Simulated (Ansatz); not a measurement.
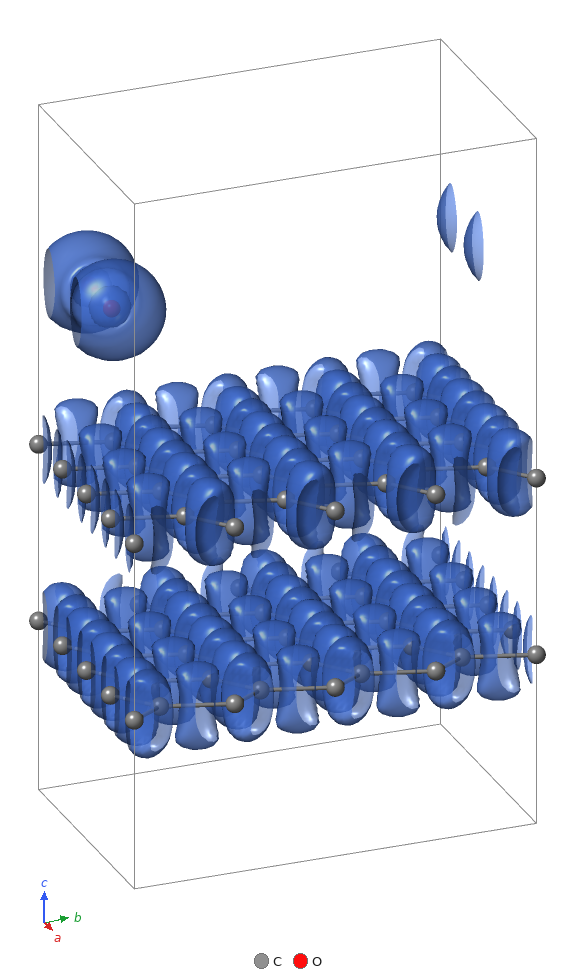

C65O2 (slab). Isosurface of the electron localisation function at 0.7 (blue), seen slightly off an axis. Core shells and regions of very low density are left out. Sticks mark near contacts.

The calculation used DFT PBE+D3(BJ), scalar-relativistic, plane waves, PAW (Ansatz 0.2.0).

Core electrons are frozen (PAW), and the valence fields are smoothed inside the atomic spheres.

Describe the localisation domains.

Answer. At this value the surface marks out 96 regions between bonded C–C atoms (shared pairs) and two regions on O in which the atom's valence shell and bonds are merged, counted in one cell of 67 atoms. Counts are for one cell; the picture repeats the cell along the surface.

Values along the shortest contacts:
C–O (1.17 Å): the ELF peaks at about 0.85 between the atoms (inside overlapping PAW spheres, so only a guide): a short, multiple covalent bond. C–C (1.42 Å): the ELF peaks at about 0.95 between the atoms: a covalent bond.
